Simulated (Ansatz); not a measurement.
System: Sb.

```
Sb
1.0
    -3.00526    0.02986    0.09459
     0.02986   -3.06851    0.04944
     1.40634    1.47680    2.60125
Sb
1
Cartesian
  0.0000 0.0000 0.0000
```

Space group P-1; a structure from a database of computed crystals, not necessarily the ambient phase; changed on purpose from its base cell (all atoms moved at random, cell strained at random); computed pressure about 10 GPa in this cell; computed without spin polarisation.

The calculation used Ansatz 0.2.0, DFT PBE, scalar-relativistic, plane waves, PAW.

What will maps of the valence pseudo-density and electron localisation function show?

Sb–Sb (3.01 Å): ρ is about 0.28 e/Å³ halfway; the ELF is about 0.50 at the midpoint.
Sb–Sb (3.31 Å): ρ is about 0.17 e/Å³ halfway; the ELF is about 0.30 at the midpoint.
Sb–Sb (3.48 Å): ρ is about 0.14 e/Å³ halfway; the ELF is about 0.25 at the midpoint; no localised pair shows between them.

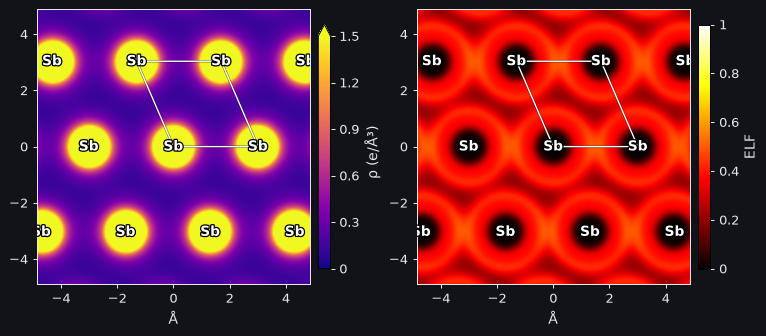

Computed valence pseudo-density and electron localisation function on the (010) plane of the conventional cell, in this order. 

The density is the valence pseudo-density of a PAW calculation; it isn't the true density close to the nuclei.
